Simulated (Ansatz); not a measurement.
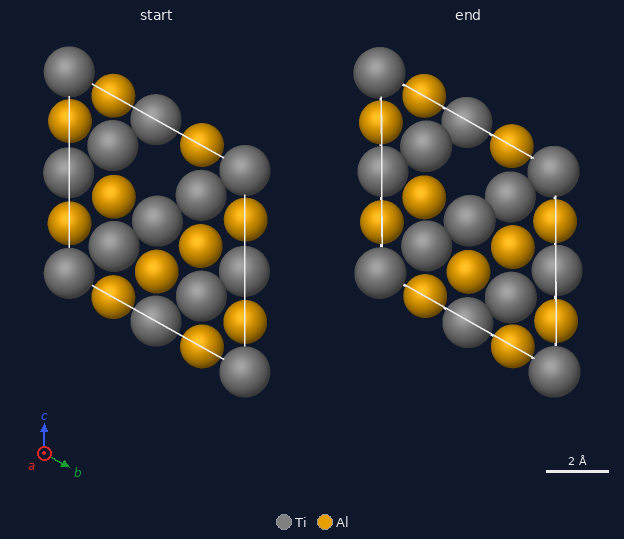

The structure of a crystal of Ti₈Al₇ (a generated structure, set up in P1) (coarse preliminary run) before (left) and after (right) a relaxation, at one scale.

A spheres-only model of the cell of the calculation, seen along the a axis.

Case: 1 of 8 Al atoms taken out at random.

The calculation used DFT PBE, scalar-relativistic, plane waves, PAW in Ansatz 0.2.0.

Input
```yaml
crystal:
  lattice:
    - [0.0, 5.6441828108, 4.0767651251]
    - [5.6441828108, 0.0, -4.0767651251]
    - [-5.6441828108, 0.0, -4.0767651251]
  atoms:
    - { symbol: Ti, position: [0.0025115407, 0.5025736119, 0.5014289897] }
    - { symbol: Ti, position: [0.5036359456, 0.2557818185, 0.2549340751] }
    - { symbol: Ti, position: [0.0034971209, 0.7529157802, 0.2513977389] }
    - { symbol: Ti, position: [0.9969028217, 0.2483451726, 0.7522780878] }
    - { symbol: Ti, position: [0.4982707513, 0.997487251, 0.4939289242] }
    - { symbol: Ti, position: [0.4982003395, 0.494128723, 0.0009048553] }
    - { symbol: Ti, position: [0.0043917452, 0.0004489126, 0.9963716969] }
    - { symbol: Ti, position: [0.5018041491, 0.7513669339, 0.7513450375] }
    - { symbol: Al, position: [0.2525020082, 0.2542917053, 0.5009967408] }
    - { symbol: Al, position: [0.7512780106, 0.0022146712, 0.2454478009] }
    - { symbol: Al, position: [0.2505825578, 0.4984383973, 0.2488923151] }
    - { symbol: Al, position: [0.2562056312, 0.0049072354, 0.7545842994] }
    - { symbol: Al, position: [0.7532902676, 0.7487696219, 0.4983486796] }
    - { symbol: Al, position: [0.7480910769, 0.2515742186, 0.0012518624] }
    - { symbol: Al, position: [0.2539246471, 0.7562773389, 0.003578139] }
  symmetry: { detect: false }
basis:
  ecutwfc: 420
kpoints:
  mp_grid: { grid: [2, 2, 2], shift: [0.5, 0.5, 0.5] }
hamiltonian:
  xc: pbe
scf:
  occupations: { method: gaussian, width: 0.1 }
  lower_state_search: "off"
output:
  forces: true
  stress: true
  eigenvalues: true
relax:
  adjacent_minimum: "off"
  f_tol: 0.04
  max_steps: 50
  cell: { stress_tol: 0.3 }
```

Launched with:
```bash
ansatz run input.yaml --threads 4 --pin off --max-ram 9216MiB --backend cpu --events-out ev --progress --plain --runs-dir out
```

Summarise the run.

After 4 accepted moves (6 points after the start) the energy has fallen by 7.4 meV per atom. The largest force component goes from 0.39 to 0.012 eV/Å. The pressure goes from −1.53 to −0.02 GPa. The line search rejected the trial step at point 4 of the run. At 1 point the geometry stayed and the basis and grid were re-selected for the new cell (energy shift of 0.1 meV per atom at most each time). The atom that moves furthest relative to the cell is Ti5 (0.095 Å along [1 3 3]). Largest moves by element: Ti 0.095 Å, Al 0.044 Å. Cell: a 6.963 → 6.921 Å (−0.6 %), b = c 6.963 → 6.915 Å (−0.7 %), α 108.3° → 108.9°, β 110.1° → 109.8°, γ 110.1° → 109.7°. Volume −1.9 %. Some distances before and after: Ti4–Al15 2.897 → 2.799 Å, Ti5–Al14 2.895 → 2.799 Å, Ti8–Al13 2.878 → 2.799 Å, Al10–Al13 2.858 → 2.781 Å. The space group (tolerance 0.01 Å) goes from P1 (No. 1) to I4/mmm (No. 139).

Limits of the set-up: the k-point mesh is coarse for a cell with partly filled bands.
